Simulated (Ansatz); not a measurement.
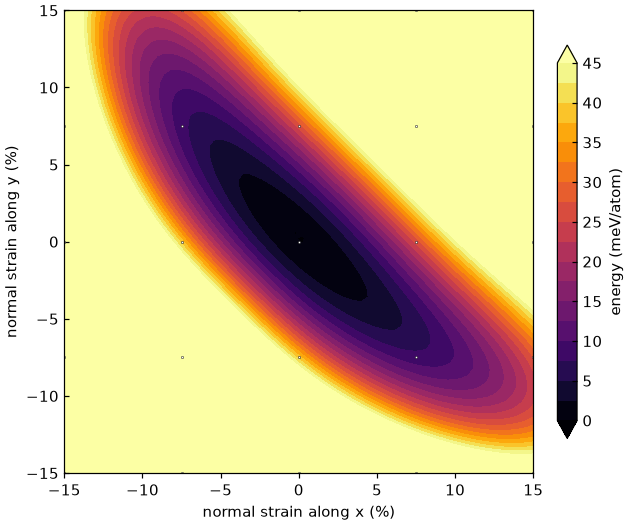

ZnCu (Pm-3m, No. 221; 2 atoms in the cell). The energy is mapped over two homogeneous strains (x, y and z along the cube axes). Coordinates scanned: (1) normal strain along x; (2) normal strain along y. Nothing is relaxed (symmetry fixes all fractional coordinates). Grid: 5 × 5 points; 15 points were computed and 10 follow by symmetry. Points are written as (first, second). Energies: meV/atom, counted from the lowest grid point. Level of theory: DFT PBEsol, scalar-relativistic, plane waves, PAW in Ansatz. Settings: cutoff 520 eV, k-mesh 16×16×16, gaussian smearing 0.15 eV, no spin polarisation.

The picture shows filled contours, dots at the grid points, one colour for all values above the top of the scale. Between grid points the surface is interpolated.

Where is the minimum, and how stiff is the crystal against these two strains (in GPa)?

Answer. The interpolated minimum is at 0.0 % and 0.0 %. Divided by the cell volume of 24.6 Å³, the second derivatives of the energy there are about 139 GPa along the first strain and 139 GPa along the second, with a cross term of about 130 GPa (clamped ions). Round the minimum the valley is strongly tilted: raising normal strain along x shifts the best value of normal strain along y downwards (coupling k₁₂/√(k₁₁k₂₂) about 0.9).
